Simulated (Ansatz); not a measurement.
Run report: TiO, geometry relaxation (part 1 of 2)

TiO (P-62m, 6 atoms in the cell), computed with DFT PBEsol, scalar-relativistic, plane waves, PAW, no spin polarisation (Ansatz 0.2.0).

The structure derives from a Materials Project entry. It belongs to a series of runs on one base structure; here: volume × 1.06, shape and atoms relaxed. Figures and captions count atoms from 1; the log counts them from 0 in places.

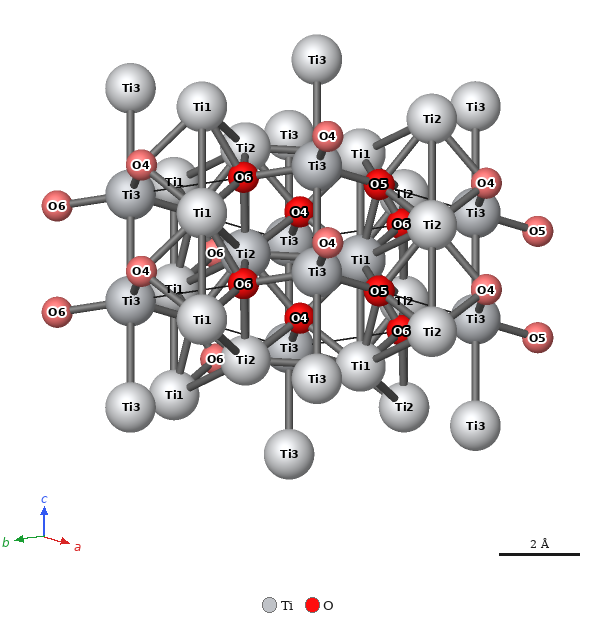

The starting structure (ball-and-stick view of the cell of the calculation, seen at an oblique angle; neighbours outside the cell are drawn fainter; atoms are numbered from 1 in the order of the input). An atom can appear more than once, as a periodic image.

### Key numbers

- outcome: converged
- space group (tolerance 0.01 Å): P-62m (189)
- electrons treated: 54
- free energy: −9112.6884 eV
- Fermi energy: 15.303 eV
- gap on the k-point mesh: none (metallic)
- pressure: −12.14 GPa
- final volume: 64.01 Å³
- largest force (length of the vector) at the end: 0.001 eV/Å
- final cell: a = 5.057 Å, b = 5.057 Å, c = 2.890 Å, α = 90.00°, β = 90.00°, γ = 120.00°
- hardware: 1 thread of Arm Neoverse V2, 24 GiB of memory available, shared host
- wall time: 94 s
- peak memory: 0.48 GiB

### Remarks

The cell is under a tension of 12.1 GPa at this level, so it is not at its equilibrium volume.

### Input file
```yaml
crystal:
  lattice:
    - [5.0562627612, 0.0, 0.0]
    - [-2.5281313806, 4.3788519994, 0.0]
    - [0.0, 0.0, 2.8909327408]
  atoms:
    - { symbol: Ti, position: [0.6666666667, 0.3333333333, 0.5] }
    - { symbol: Ti, position: [0.3333333333, 0.6666666667, 0.5] }
    - { symbol: Ti, position: [0.0, 0.0, 0.0] }
    - { symbol: O, position: [0.6065419289, 0.6065419289, 0.0] }
    - { symbol: O, position: [0.3934580711, 0.0, 0.0] }
    - { symbol: O, position: [0.0, 0.3934580711, 0.0] }
basis:
  ecutwfc: 420
kpoints:
  mp_grid: { grid: [12, 12, 12] }
hamiltonian:
  xc: pbesol
scf:
  occupations: { method: gaussian, width: 0.1 }
output:
  forces: true
  stress: true
  eigenvalues: true
relax:
  adjacent_minimum: "off"
  f_tol: 0.01
  max_steps: 30
  cell: { stress_tol: 0.1, fix: [volume] }
```

Run as:
```bash
ansatz run input.yaml --threads 1 --pin off --max-ram 2560MiB --backend cpu --events-out ev --progress --plain --runs-dir out
```

### What the program printed
```
Engine: ansatz 0.2.0, aarch64-unknown-linux-gnu
Pseudopotentials: kind: paw
Pseudopotential: Ti, paw, valence charge 12, recommended cutoff 420 eV (normal), Ti.paw.azcp
Pseudopotential: O, paw, valence charge 6, recommended cutoff 420 eV (normal), O.paw.azcp
Functional definition: PBEsol
  exchange = pbesol_x
  correlation = pbesol_c
Crystal: 6 atoms, lattice volume = 64.007 Å³
Basis set: ecut = 420 eV, 1263 PW (Γ), exchange–correlation on 72×72×40 points (8 copies of the dense FFT grid, shifted against one another)
Bands: 33, of which v1, the nominal top of the filled ones, is band 27 counted from 1 (26 counted from 0)
Symmetry: 12 space group operations
Space group: P-62m (ITA 189), of the structure as read, at distance tolerance 4.0e-5 Å
k-points: 133 of 1728 (time reversal used)
Non-local potential: Ti, projectors of the file, l = 0: 3, l = 1: 2, l = 2: 3, l = 3: 1
Non-local potential: O, projectors of the file, l = 0: 2, l = 1: 2, l = 2: 1
PAW form: soft (Blöchl's): semilocal exchange-correlation on the pseudo side does not see the compensation charge
PAW frozen core: Ti, regenerated for the run's functional, and the local potential with it (the file was generated under x = pbe(κ = 0.804, μ = 0.2195149727645171), c = pbe(β = 0.06672455060314922))
PAW frozen core: O, regenerated for the run's functional, and the local potential with it (the file was generated under x = pbe(κ = 0.804, μ = 0.2195149727645171), c = pbe(β = 0.06672455060314922))
PAW one-centre angular grid: Ti, 590 points (default); XC on 64 Gauss nodes
PAW one-centre angular grid: O, 110 points (default); XC on 64 Gauss nodes
Initial density: superposition of atomic densities (neutral atoms: chi_scale 0, normalization atom), corrected by the library's trained network
Initial wavefunctions: pseudopotential atomic-orbital guess
Functional: x = pbesol(κ = 0.804, μ = 0.12345679012345678), c = pbesol(β = 0.046)
SCF iter   1: F=—  HF=-9112.712742 eV  |F-HF|=—  |Δ(HF+E_count)|=         —  Δρ=1.43e-2  dr2=9.14e-2  ethr=1.77e-3  ⟨swp⟩=4.4  Hψ=16946  notcnv=0
preconditioner: auto → Kerker (q_TF=auto, 2.652 Å⁻¹)  [metal: Δε(μ)=0.008 eV  Ē_g=9.644 eV  σ=0.100 eV  W_gap=0.05  n_scr=26 (ndim 8)  ℏωp=25.4 eV  f_vac=0.000  D(μ)=0.72/eV (n_scr^D=0)]
SCF iter   2: F=—  HF=-9112.690948 eV  |F-HF|=—  |Δ(HF+E_count)|=   2.18e-2  Δρ=5.55e-3  dr2=1.65e-2  ethr=1.69e-4  ⟨swp⟩=2.0  Hψ=7655  notcnv=0  defer=148
SCF iter   3: F=—  HF=-9112.688049 eV  |F-HF|=—  |Δ(HF+E_count)|=   2.90e-3  Δρ=1.79e-3  dr2=2.11e-3  ethr=3.05e-5  ⟨swp⟩=2.3  Hψ=6412  notcnv=0  defer=148
SCF iter   4: F=—  HF=-9112.687721 eV  |F-HF|=—  |Δ(HF+E_count)|=   3.28e-4  Δρ=4.93e-4  dr2=1.72e-4  ethr=3.91e-6  ⟨swp⟩=2.5  Hψ=6199  notcnv=0  defer=148
SCF iter   5: F=—  HF=-9112.687683 eV  |F-HF|=—  |Δ(HF+E_count)|=   3.77e-5  Δρ=1.54e-4  dr2=1.44e-5  ethr=3.18e-7  ⟨swp⟩=2.5  Hψ=7035  notcnv=0  defer=148
SCF iter   6: F=—  HF=-9112.687593 eV  |F-HF|=—  |Δ(HF+E_count)|=   9.07e-5  Δρ=3.14e-5  dr2=7.10e-7  ethr=2.66e-8  ⟨swp⟩=2.2  Hψ=6346  notcnv=0  defer=148
SCF iter   7: F=-9112.687593 eV  HF=-9112.687593 eV  |F-HF|=2.63e-8  |Δ(HF+E_count)|=   7.51e-8  Δρ=7.83e-6  dr2=5.30e-8  ethr=1.85e-10  ⟨swp⟩=8.7  Hψ=17412  notcnv=0
SCF 1 converged in 7 iterations: F = -9112.687593 eV  dr2 = 5.30e-8
  greatest PAW one-centre occupation: 0.999 electrons in one spin orbital (limit 2), on the Ti atom at site 2 (counted from 0), in its partial waves of l = 0
relax step   1: F+E_penalty+E_count = -9112.68759267 eV  Δ(F+E_penalty+E_count) = +0.000e0 eV  max|allowed force component| = 8.164e-2 eV/Å  Δτ_max = 0.0000 Å  P = -12.277 GPa  Ω = 64.007 Å³  fix = [volume]  reactions: volume -12.277 GPa  (7 SCF iters, dr2 threshold 1.00e-7 eV, accepted)
Initial density: handed on by an earlier stage of this run
Initial wavefunctions: those handed on with the density
iter 1 solved again at ethr=4.69e-7 eV; its pass at ethr=3.10e-3 eV (dr2=2.53e-4 eV) is discarded
SCF iter   1: F=—  HF=-9112.688249 eV  |F-HF|=—  |Δ(HF+E_count)|=         —  Δρ=5.69e-4  dr2=2.56e-4  ethr=4.69e-7  ⟨swp⟩=2.7  Hψ=23424  notcnv=0
preconditioner: auto → Kerker (q_TF=auto, 2.652 Å⁻¹)  [metal: Δε(μ)=0.018 eV  Ē_g=9.652 eV  σ=0.100 eV  W_gap=0.10  n_scr=26 (ndim 8)  ℏωp=25.4 eV  f_vac=0.000  D(μ)=0.73/eV (n_scr^D=6)]
SCF iter   2: F=—  HF=-9112.688133 eV  |F-HF|=—  |Δ(HF+E_count)|=   1.17e-4  Δρ=2.45e-4  dr2=4.39e-5  ethr=4.69e-7  ⟨swp⟩=1.9  Hψ=4619  notcnv=0
SCF iter   3: F=—  HF=-9112.688127 eV  |F-HF|=—  |Δ(HF+E_count)|=   5.17e-6  Δρ=7.77e-5  dr2=4.06e-6  ethr=8.14e-8  ⟨swp⟩=2.0  Hψ=4733  notcnv=0
SCF iter   4: F=—  HF=-9112.688127 eV  |F-HF|=—  |Δ(HF+E_count)|=   6.91e-7  Δρ=2.69e-5  dr2=5.32e-7  ethr=7.52e-9  ⟨swp⟩=2.0  Hψ=5956  notcnv=0
iter 5 did not close the SCF: its close was put off for the readings that it lacked (scf_convergence_deferred on its scf_iter line)
SCF iter   5: F=-9112.688127 eV  HF=-9112.688127 eV  |F-HF|=2.56e-8  |Δ(HF+E_count)|=   1.18e-7  Δρ=8.86e-6  dr2=4.78e-8  ethr=9.85e-10  ⟨swp⟩=2.0  Hψ=5888  notcnv=0
SCF iter   6: F=-9112.688127 eV  HF=-9112.688127 eV  |F-HF|=2.10e-9  |Δ(HF+E_count)|=   8.49e-9  Δρ=1.99e-6  dr2=3.23e-9  ethr=8.86e-11  ⟨swp⟩=2.2  Hψ=13928  notcnv=0
SCF 2 converged in 6 iterations: F = -9112.688127 eV  dr2 = 3.23e-9
relax step   2: F+E_penalty+E_count = -9112.68812659 eV  Δ(F+E_penalty+E_count) = -5.339e-4 eV  max|allowed force component| = 3.759e-2 eV/Å  Δτ_max = 0.0038 Å  P = -12.201 GPa  Ω = 64.007 Å³  energy of the carried Pulay correction = -4.008e-17 eV  fix = [volume]  reactions: volume -12.201 GPa  (6 SCF iters, dr2 threshold 4.17e-7 eV, accepted)
iter 1 solved again at ethr=1.10e-6 eV; its pass at ethr=3.10e-3 eV (dr2=5.93e-4 eV) is discarded
SCF iter   1: F=—  HF=-9112.688503 eV  |F-HF|=—  |Δ(HF+E_count)|=         —  Δρ=7.06e-4  dr2=6.07e-4  ethr=1.10e-6  ⟨swp⟩=2.9  Hψ=22122  notcnv=0
preconditioner: auto → Kerker (q_TF=auto, 2.652 Å⁻¹)  [metal: Δε(μ)=0.011 eV  Ē_g=9.654 eV  σ=0.100 eV  W_gap=0.06  n_scr=26 (ndim 8)  ℏωp=25.4 eV  f_vac=0.000  D(μ)=0.75/eV (n_scr^D=6)]
SCF iter   2: F=—  HF=-9112.688457 eV  |F-HF|=—  |Δ(HF+E_count)|=   4.62e-5  Δρ=2.70e-4  dr2=8.50e-5  ethr=1.10e-6  ⟨swp⟩=1.7  Hψ=4566  notcnv=0
SCF iter   3: F=—  HF=-9112.688360 eV  |F-HF|=—  |Δ(HF+E_count)|=   9.71e-5  Δρ=6.36e-5  dr2=3.01e-6  ethr=1.57e-7  ⟨swp⟩=1.8  Hψ=4615  notcnv=0
iter 4 did not close the SCF: its close was put off for the readings that it lacked (scf_convergence_deferred on its scf_iter line)
SCF iter   4: F=-9112.688359 eV  HF=-9112.688359 eV  |F-HF|=1.80e-7  |Δ(HF+E_count)|=   5.55e-7  Δρ=1.82e-5  dr2=2.39e-7  ethr=5.57e-9  ⟨swp⟩=2.0  Hψ=5135  notcnv=0
iter 5 did not close the SCF: its close was put off for the readings that it lacked (scf_convergence_deferred on its scf_iter line)
SCF iter   5: F=-9112.688359 eV  HF=-9112.688359 eV  |F-HF|=2.70e-8  |Δ(HF+E_count)|=   3.17e-8  Δρ=8.44e-6  dr2=3.36e-8  ethr=4.43e-10  ⟨swp⟩=2.0  Hψ=5957  notcnv=0
SCF iter   6: F=-9112.688359 eV  HF=-9112.688359 eV  |F-HF|=1.56e-9  |Δ(HF+E_count)|=   6.98e-9  Δρ=1.86e-6  dr2=2.59e-9  ethr=6.23e-11  ⟨swp⟩=2.3  Hψ=13853  notcnv=0
the search or the solves at the SCF's close seem to have found levels that the self-consistency loop had missed (the run counts 1). By its estimate they hold under 1e-12 electrons; where the run keeps them, the occupations were computed again with them
SCF 3 converged in 6 iterations: F = -9112.688359 eV  dr2 = 2.59e-9
relax step   3: F+E_penalty+E_count = -9112.68835923 eV  Δ(F+E_penalty+E_count) = -2.326e-4 eV  max|allowed force component| = 1.388e-3 eV/Å  Δτ_max = 0.0026 Å  P = -12.137 GPa  Ω = 64.007 Å³  energy of the carried Pulay correction = +2.405e-16 eV  fix = [volume]  reactions: volume -12.137 GPa  (6 SCF iters, dr2 threshold 2.56e-7 eV, accepted)
Initial wavefunctions: pseudopotential atomic-orbital guess (no wavefunctions were taken with the density)
iter 1 solved again at ethr=1.59e-8 eV; its pass at ethr=3.10e-3 eV (dr2=8.59e-6 eV) is discarded
SCF iter   1: F=—  HF=-9112.688441 eV  |F-HF|=—  |Δ(HF+E_count)|=         —  Δρ=3.00e-6  dr2=3.71e-9  ethr=1.59e-8  ⟨swp⟩=4.2  Hψ=28853  notcnv=0
preconditioner: auto → Kerker (q_TF=auto, 2.652 Å⁻¹)  [metal: Δε(μ)=0.013 eV  Ē_g=9.655 eV  σ=0.100 eV  W_gap=0.07  n_scr=26 (ndim 8)  ℏωp=25.4 eV  f_vac=0.000  D(μ)=0.74/eV (n_scr^D=6)]
SCF iter   2: F=—  HF=-9112.688356 eV  |F-HF|=—  |Δ(HF+E_count)|=   8.47e-5  Δρ=1.28e-6  dr2=6.64e-10  ethr=6.88e-12  ⟨swp⟩=3.0  Hψ=8868  notcnv=0
iter 3 did not close the SCF: its close was put off for the readings that it lacked (scf_convergence_deferred on its scf_iter line)
SCF iter   3: F=-9112.688356 eV  HF=-9112.688356 eV  |F-HF|=2.91e-11  |Δ(HF+E_count)|=  1.89e-10  Δρ=5.31e-7  dr2=1.45e-10  ethr=1.23e-12  ⟨swp⟩=2.0  Hψ=5688  notcnv=0
iter 4 did not close the SCF: its close was put off for the readings that it lacked (scf_convergence_deferred on its scf_iter line)
SCF iter   4: F=-9112.688356 eV  HF=-9112.688356 eV  |F-HF|=7.28e-12  |Δ(HF+E_count)|=  2.00e-11  Δρ=1.79e-7  dr2=2.17e-11  ethr=1.00e-12  ⟨swp⟩=1.0  Hψ=4389  notcnv=0
iter 5 did not close the SCF: its close was put off for the readings that it lacked (scf_convergence_deferred on its scf_iter line)
SCF iter   5: F=-9112.688356 eV  HF=-9112.688356 eV  |F-HF|=0.00e0  |Δ(HF+E_count)|=  1.82e-12  Δρ=4.01e-8  dr2=7.93e-13  ethr=1.00e-12  ⟨swp⟩=1.0  Hψ=4389  notcnv=0
iter 6 did not close the SCF: its close was put off for the readings that it lacked (scf_convergence_deferred on its scf_iter line)
SCF iter   6: F=-9112.688356 eV  HF=-9112.688356 eV  |F-HF|=1.82e-12  |Δ(HF+E_count)|=  1.82e-12  Δρ=8.45e-9  dr2=4.40e-14  ethr=1.00e-12  ⟨swp⟩=1.0  Hψ=4389  notcnv=0
SCF iter   7: F=-9112.688356 eV  HF=-9112.688356 eV  |F-HF|=3.64e-12  |Δ(HF+E_count)|=  3.64e-12  Δρ=3.29e-9  dr2=6.87e-15  ethr=1.00e-12  ⟨swp⟩=1.1  Hψ=9317  notcnv=0
SCF 4 converged in 7 iterations: F = -9112.688356 eV  dr2 = 6.87e-15
relax step   4: F+E_penalty+E_count = -9112.68835600 eV  Δ(F+E_penalty+E_count) = +3.225e-6 eV  max|allowed force component| = 1.409e-3 eV/Å  Δτ_max = 0.0000 Å  P = -12.137 GPa  Ω = 64.007 Å³  fix = [volume]  reactions: volume -12.137 GPa  stress off target by 2.55e-2 GPa on what of the cell is left free  SCF on the basis re-selected at this cell (its energy is not comparable with the rows above)  (7 SCF iters)
```
